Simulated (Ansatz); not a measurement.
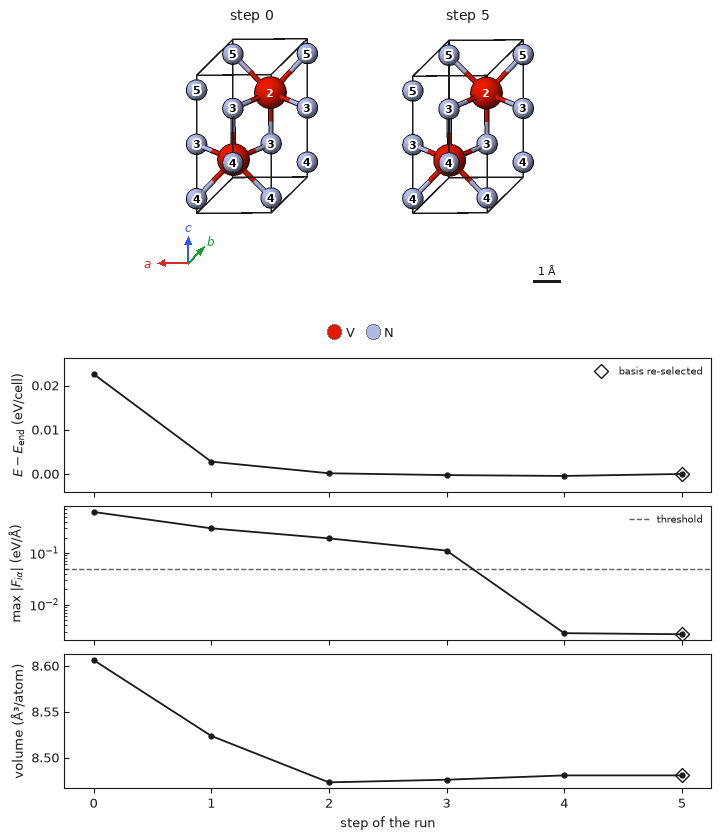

First and last geometry of a relaxation of solid V$_{2}$N$_{3}$ (set up in P-3m1) (coarse preliminary run), with the history of the run. The picture is a ball-and-stick view of the cell of the calculation, seen from a free direction.

The calculation used DFT r2SCAN, scalar-relativistic, plane waves, PAW in Ansatz 0.2.0. Set-up: plane-wave cutoff 500 eV; k-point mesh 12 × 12 × 4; occupations gaussian; smearing width 0.1 eV; collinear spin; cell and atoms relaxed; force threshold 0.05 eV/Å; at most 80 steps.

What do the curves and the structures tell?

Answer. It converged. After 4 accepted moves (5 points after the start) the energy has fallen by 22.6 meV per cell of the calculation. Largest force component: 0.63 eV/Å at the start, 0.0027 eV/Å at the end. The pressure goes from −4.95 to 0.05 GPa. At 1 point the geometry stayed and the basis and grid were re-selected for the new cell (energy shift of 0.5 meV per cell of the calculation at most each time). The largest moves relative to the cell, 0.016 Å, are those of V atoms. By element the largest moves are V 0.016 Å, N 0.006 Å. The volume changes by −1.5 %, with a = b 2.818 → 2.806 Å (−0.4 %), c 6.257 → 6.217 Å (−0.6 %). Some distances before and after: N–V 2.032 → 2.009 Å, V–V 2.818 → 2.806 Å, V–V 2.968 → 2.977 Å. The space group stays P-3m1 (No. 164).
